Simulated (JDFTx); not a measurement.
# Geometry relaxation of NaF (part 1 of 2)

The run: geometry relaxation of NaF (Fm-3m, 2 atoms in the cell). Method and program: Kohn-Sham DFT of a periodic cell, PBE with D2, PseudoDojo-SR-PBE-0.5-standard, no spin polarisation (JDFTx 1.7.0 (patched build)).

The structure derives from an entry of the Crystallography Open Database.

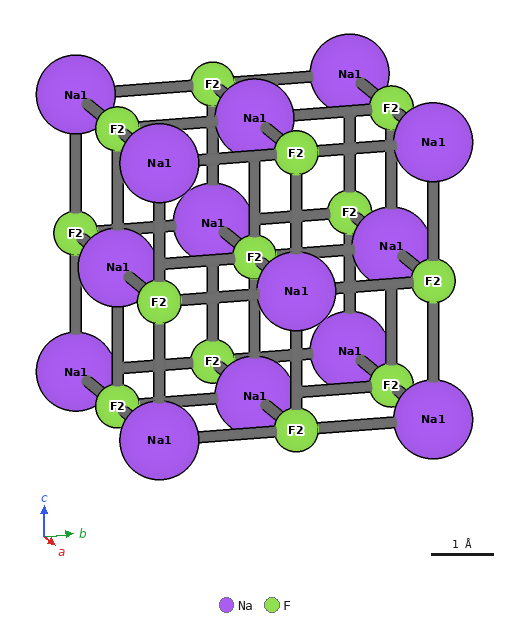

Figure 1. The starting structure (ball-and-stick view of the cell 4 times as large as that of the calculation, set on its symmetry axes, seen slightly off an axis; atoms are numbered from 1 in the order of the input).

Results in brief

| quantity | value |
| --- | --- |
| outcome | converged |
| space group (tolerance 0.01 Å) | Fm-3m (225) |
| electrons treated | 16 |
| free energy | −1901.3647 eV |
| gap on the k-point mesh | 6.29 eV |
| pressure | 0.00 GPa |
| final volume | 25.13 Å³ |
| largest force (length of the vector) at the end | under 0.001 eV/Å |
| final cell | a = 3.288 Å, b = 3.288 Å, c = 3.288 Å, α = 60.00°, β = 60.00°, γ = 60.00° |
| hardware | 1 thread of Arm Neoverse V1, 24 GiB of memory available, shared host |
| wall time | 3.1 min |
| peak memory | 0.11 GiB |

The input
```
lattice Face-Centered Cubic 8.7683292183
coords-type Lattice
ion Na     0.0000000000     0.0000000000     0.0000000000 1
ion F      0.5000000000     0.5000000000     0.5000000000 1

ion-species pseudo/Na.upf
ion-species pseudo/F.upf
elec-cutoff 44 352
elec-ex-corr gga-PBE
van-der-waals
kpoint-folding 10 10 10
elec-smearing Fermi 0.0018374661
elec-n-bands 14
electronic-SCF nIterations 100 energyDiffThreshold 1e-09
electronic-minimize nIterations 30 energyDiffThreshold 1e-7
forces-output-coords Cartesian
lattice-minimize nIterations 40 energyDiffThreshold 1e-6

dump-name run.$VAR
dump End Ecomponents EigStats BandEigs Kpoints Forces Stress
```

Launched with:
```bash
jdftx -c 1 -i NaF.in -o NaF.out
```

What the program printed
```
*************** JDFTx 1.7.0 (patched build) ***************

Input parsed successfully to the following command list (including defaults):

basis kpoint-dependent
coords-type Lattice
core-overlap-check vector
coulomb-interaction Periodic
davidson-band-ratio 1.1
dump End Forces BandEigs EigStats Ecomponents Stress Kpoints
dump-name run.$VAR
elec-cutoff 44 352
elec-eigen-algo Davidson
elec-ex-corr gga-PBE
elec-n-bands 14 1
elec-smearing Fermi 0.00183747
electronic-minimize  \
	dirUpdateScheme      FletcherReeves \
	linminMethod         DirUpdateRecommended \
	nIterations          30 \
	history              15 \
	knormThreshold       0 \
	maxThreshold         no \
	energyDiffThreshold  1e-07 \
	nEnergyDiff          2 \
	convergeAll          no \
	alphaTstart          1 \
	alphaTmin            1e-10 \
	updateTestStepSize   yes \
	alphaTreduceFactor   0.1 \
	alphaTincreaseFactor 3 \
	nAlphaAdjustMax      3 \
	wolfeEnergy          0.0001 \
	wolfeGradient        0.9 \
	abortOnFailedStep    no \
	fdTest               no
electronic-scf  \
	nIterations	100 \
	energyDiffThreshold	1e-09 \
	residualThreshold	1e-07 \
	mixFraction	0.5 \
	qMetric	0.8 \
	history	10 \
	nEigSteps	2 \
	eigDiffThreshold	1e-08 \
	mixedVariable	Density \
	qKerker	0.8 \
	qKappa	-1 \
	verbose	no \
	mixFractionMag	1.5
exchange-regularization WignerSeitzTruncated
fluid None
fluid-ex-corr lda-TF lda-PZ
fluid-gummel-loop 10 1.000000e-05
fluid-minimize  \
	dirUpdateScheme      PolakRibiere \
	linminMethod         DirUpdateRecommended \
	nIterations          100 \
	history              15 \
	knormThreshold       0 \
	maxThreshold         no \
	energyDiffThreshold  0 \
	nEnergyDiff          2 \
	convergeAll          no \
	alphaTstart          1 \
	alphaTmin            1e-10 \
	updateTestStepSize   yes \
	alphaTreduceFactor   0.1 \
	alphaTincreaseFactor 3 \
	nAlphaAdjustMax      3 \
	wolfeEnergy          0.0001 \
	wolfeGradient        0.9 \
	abortOnFailedStep    no \
	fdTest               no
fluid-solvent H2O 55.338 ScalarEOS \
	epsBulk 78.4 \
	pMol 0.92466 \
	epsInf 1.77 \
	Pvap 1.06736e-10 \
	sigmaBulk 4.62e-05 \
	Rvdw 2.61727 \
	Res 1.42 \
	tauNuc 343133 \
	poleEl 15 7 1
forces-output-coords Cartesian
ion Na   0.000000000000000   0.000000000000000   0.000000000000000 1
ion F   0.500000000000000   0.500000000000000   0.500000000000000 1
ion-species pseudo/Na.upf
ion-species pseudo/F.upf
ion-width 0
ionic-minimize  \
	dirUpdateScheme      L-BFGS \
	linminMethod         DirUpdateRecommended \
	nIterations          0 \
	history              15 \
	knormThreshold       0.0001 \
	maxThreshold         no \
	energyDiffThreshold  1e-06 \
	nEnergyDiff          2 \
	convergeAll          no \
	alphaTstart          1 \
	alphaTmin            1e-10 \
	updateTestStepSize   yes \
	alphaTreduceFactor   0.1 \
	alphaTincreaseFactor 3 \
	nAlphaAdjustMax      3 \
	wolfeEnergy          0.0001 \
	wolfeGradient        0.9 \
	abortOnFailedStep    no \
	fdTest               no
kpoint   0.000000000000   0.000000000000   0.000000000000  1.00000000000000
kpoint-folding 10 10 10
latt-move-scale 1 1 1
latt-scale 1 1 1
lattice Face-Centered Cubic 8.76833
lattice-minimize  \
	dirUpdateScheme      L-BFGS \
	linminMethod         DirUpdateRecommended \
	nIterations          40 \
	history              15 \
	knormThreshold       0 \
	maxThreshold         no \
	energyDiffThreshold  1e-06 \
	nEnergyDiff          2 \
	convergeAll          no \
	alphaTstart          1 \
	alphaTmin            1e-10 \
	updateTestStepSize   yes \
	alphaTreduceFactor   0.1 \
	alphaTincreaseFactor 3 \
	nAlphaAdjustMax      3 \
	wolfeEnergy          0.0001 \
	wolfeGradient        0.9 \
	abortOnFailedStep    no \
	fdTest               no
lcao-params -1 1e-06 0.00183747
pcm-variant GLSSA13
perturb-minimize  \
	nIterations            0 \
	algorithm              MINRES \
	residualTol            0.0001 \
	residualDiffThreshold  0.0001 \
	CGBypass               no \
	recomputeResidual      no
spintype no-spin
subspace-rotation-factor 1 yes
symmetries automatic
symmetry-threshold 0.0001
van-der-waals

---------- Setting up symmetries ----------

Found 48 point-group symmetries of the bravais lattice
Found 48 space-group symmetries with basis
Applied RMS atom displacement 0 bohrs to make symmetries exact.

---------- Initializing the Grid ----------
R =
[            0      4.38416      4.38416  ]
[      4.38416            0      4.38416  ]
[      4.38416      4.38416            0  ]
unit cell volume = 168.535
G =
[  -0.716577   0.716577   0.716577  ]
[   0.716577  -0.716577   0.716577  ]
[   0.716577   0.716577  -0.716577  ]
Minimum fftbox size, Smin = [  56  56  56  ]
Chosen fftbox size, S = [  56  56  56  ]

---------- Initializing tighter grid for wavefunction operations ----------
R =
[            0      4.38416      4.38416  ]
[      4.38416            0      4.38416  ]
[      4.38416      4.38416            0  ]
unit cell volume = 168.535
G =
[  -0.716577   0.716577   0.716577  ]
[   0.716577  -0.716577   0.716577  ]
[   0.716577   0.716577  -0.716577  ]
Minimum fftbox size, Smin = [  40  40  40  ]
Chosen fftbox size, S = [  40  40  40  ]

---------- Exchange Correlation functional ----------
Initalized PBE GGA exchange.
Initalized PBE GGA correlation.

---------- Setting up pseudopotentials ----------
Width of ionic core gaussian charges (only for fluid interactions / plotting) set to 0

Reading pseudopotential file 'pseudo/Na.upf':
  'Na' pseudopotential, 'PBE' functional
  Generated using ONCVPSP code by D. R. Hamann
  9 valence electrons, 3 orbitals, 4 projectors, 1001 radial grid points, with lMax = 1
    2S    l: 0   occupation:  2.0   eigenvalue: -2.085640
    2P    l: 1   occupation:  6.0   eigenvalue: -1.053708
    3S    l: 0   occupation:  1.0   eigenvalue: -0.100838
  Core radius for overlap checks: 1.48 bohrs.

Reading pseudopotential file 'pseudo/F.upf':
  'F' pseudopotential, 'PBE' functional
  Generated using ONCVPSP code by D. R. Hamann
  7 valence electrons, 2 orbitals, 5 projectors, 832 radial grid points, with lMax = 2
    2S    l: 0   occupation:  2.0   eigenvalue: -1.098789
    2P    l: 1   occupation:  5.0   eigenvalue: -0.408344
  Core radius for overlap checks: 1.56 bohrs.

Initialized 2 species with 2 total atoms.

Folded 1 k-points by 10x10x10 to 1000 k-points.

---------- Setting up k-points, bands, fillings ----------
Reduced to 47 k-points under symmetry.
Computing the number of bands and number of electrons
Calculating initial fillings.
nElectrons:  16.000000   nBands: 14   nStates: 47

----- Setting up reduced wavefunction bases (one per k-point) -----
average nbasis = 2348.863 , ideal nbasis = 2349.436

Initializing DFT-D2 calculator:
	Na:  C6:   99.04 Eh-a0^6  R0: 2.162 a0
	 F:  C6:   13.01 Eh-a0^6  R0: 2.432 a0

---------- Setting up ewald sum ----------
Optimum gaussian width for ewald sums = 1.991212 bohr.
Real space sum over 1331 unit cells with max indices [  5  5  5  ]
Reciprocal space sum over 2197 terms with max indices [  6  6  6  ]

---------- Allocating electronic variables ----------
Initializing wave functions:  linear combination of atomic orbitals
Note: number of bands (14) exceeds available atomic orbitals (9)
Na pseudo-atom occupations:   s ( 2 1 )  p ( 6 )
F pseudo-atom occupations:   s ( 2 )  p ( 5 )
	FillingsUpdate:  mu: +0.254748341  nElectrons: 16.000000
LCAOMinimize: Iter:   0  F: -69.8076507894730298  |grad|_K:  4.571e-03  alpha:  1.000e+00
	FillingsUpdate:  mu: +0.229395528  nElectrons: 16.000000
LCAOMinimize: Iter:   1  F: -69.8550694162206440  |grad|_K:  1.241e-03  alpha:  3.528e-01  linmin: -2.581e-01  cgtest:  8.781e-01
LCAOMinimize: Encountered beta<0, resetting CG.
[... 7 lines of inner loops ...]
LCAOMinimize: Iter:   5  F: -69.8581716869171174  |grad|_K:  3.336e-07  alpha:  9.380e-01  linmin: -8.396e-04  cgtest:  2.702e-03
	FillingsUpdate:  mu: +0.100000000  nElectrons: 16.000000
LCAOMinimize: Iter:   6  F: -69.8581716873489569  |grad|_K:  2.296e-08  alpha:  8.421e-01  linmin: -5.214e-03  cgtest:  8.572e-03
LCAOMinimize: Converged (|Delta F|<1.000000e-06 for 2 iters).

--------- Lattice Minimization ---------

-------- Electronic minimization -----------
Will mix electronic density at each iteration.
	FillingsUpdate:  mu: +0.100000000  nElectrons: 16.000000
	FillingsUpdate:  mu: +0.100000000  nElectrons: 16.000000
SCF: Cycle:  0   F: -69.869185544638682   dF: -1.101e-02   |Residual|: 8.556e-02   |deigs|: 2.057e-01
	FillingsUpdate:  mu: +0.100000000  nElectrons: 16.000000
SCF: Cycle:  1   F: -69.873776345250519   dF: -4.591e-03   |Residual|: 8.904e-03   |deigs|: 1.432e-02
	FillingsUpdate:  mu: +0.100000000  nElectrons: 16.000000
SCF: Cycle:  2   F: -69.873856413846283   dF: -8.007e-05   |Residual|: 3.921e-03   |deigs|: 2.978e-03
	FillingsUpdate:  mu: +0.100000000  nElectrons: 16.000000
SCF: Cycle:  3   F: -69.873860488726962   dF: -4.075e-06   |Residual|: 1.108e-03   |deigs|: 1.417e-03
	FillingsUpdate:  mu: +0.100000000  nElectrons: 16.000000
SCF: Cycle:  4   F: -69.873861102076489   dF: -6.133e-07   |Residual|: 3.240e-04   |deigs|: 4.260e-04
	FillingsUpdate:  mu: +0.100000000  nElectrons: 16.000000
SCF: Cycle:  5   F: -69.873861167887668   dF: -6.581e-08   |Residual|: 5.846e-05   |deigs|: 1.932e-04
	FillingsUpdate:  mu: +0.100000000  nElectrons: 16.000000
SCF: Cycle:  6   F: -69.873861172986864   dF: -5.099e-09   |Residual|: 3.158e-05   |deigs|: 1.319e-04
	FillingsUpdate:  mu: +0.100000000  nElectrons: 16.000000
SCF: Cycle:  7   F: -69.873861173910939   dF: -9.241e-10   |Residual|: 1.645e-05   |deigs|: 9.728e-05
	FillingsUpdate:  mu: +0.100000000  nElectrons: 16.000000
SCF: Cycle:  8   F: -69.873861174054980   dF: -1.440e-10   |Residual|: 1.297e-05   |deigs|: 7.754e-05
SCF: Converged (|Delta E|<1.000000e-09 for 2 iters).

Setting wave functions to eigenvectors of Hamiltonian
# Lattice vectors:
R =
[            0      4.38416      4.38416  ]
[      4.38416            0      4.38416  ]
[      4.38416      4.38416            0  ]
unit cell volume = 168.535

# Strain tensor in Cartesian coordinates:
[            0            0            0  ]
[            0            0            0  ]
[            0            0            0  ]

# Stress tensor in Cartesian coordinates [Eh/a0^3]:
[ -8.56865e-06            0            0  ]
[            0 -8.56865e-06            0  ]
[            0            0 -8.56865e-06  ]

# Ionic positions in lattice coordinates:
ion Na   0.000000000000000   0.000000000000000   0.000000000000000 1
ion F   0.500000000000000   0.500000000000000   0.500000000000000 1

# Forces in Cartesian coordinates:
force Na   0.000000000000000  -0.000000000000000  -0.000000000000000 1
force F   0.000000000000000  -0.000000000000000  -0.000000000000000 1

# Energy components:
   Eewald =      -41.8174543215743810
       EH =       22.7510963884386577
     Eloc =      -65.6150188091857274
      Enl =      -17.4493345715873502
     EvdW =       -0.0194552477732540
      Exc =      -12.4966046624582567
 Exc_core =        0.6289790125435595
       KE =       44.1439310375417548
-------------------------------------
     Etot =      -69.8738611740549800
       TS =        0.0000000000000000
-------------------------------------
        F =      -69.8738611740549800

LatticeMinimize: Iter:   0  F: -69.873861174054980  |grad|_K:  4.528e-04

#--- Lowdin population analysis ---
# oxidation-state Na +0.790
# oxidation-state F -0.745

-------- Electronic minimization -----------
Will mix electronic density at each iteration.
	FillingsUpdate:  mu: +0.100000000  nElectrons: 16.000000
	FillingsUpdate:  mu: +0.100000000  nElectrons: 16.000000
SCF: Cycle:  0   F: -69.873861377882264   dF: -1.205e-08   |Residual|: 4.239e-05   |deigs|: 5.386e-05
	FillingsUpdate:  mu: +0.100000000  nElectrons: 16.000000
SCF: Cycle:  1   F: -69.873861379762559   dF: -1.880e-09   |Residual|: 2.055e-05   |deigs|: 5.289e-05
	FillingsUpdate:  mu: +0.100000000  nElectrons: 16.000000
SCF: Cycle:  2   F: -69.873861379890897   dF: -1.283e-10   |Residual|: 1.331e-05   |deigs|: 4.122e-05
	FillingsUpdate:  mu: +0.100000000  nElectrons: 16.000000
SCF: Cycle:  3   F: -69.873861380016137   dF: -1.252e-10   |Residual|: 6.248e-06   |deigs|: 3.547e-05
SCF: Converged (|Delta E|<1.000000e-09 for 2 iters).

Setting wave functions to eigenvectors of Hamiltonian
LatticeMinimize: 	Wolfe criterion not satisfied: alpha: 1  (E-E0)/|gdotd0|: -1.00443  gdotd/gdotd0: 1.00096 (taking cubic step)
```
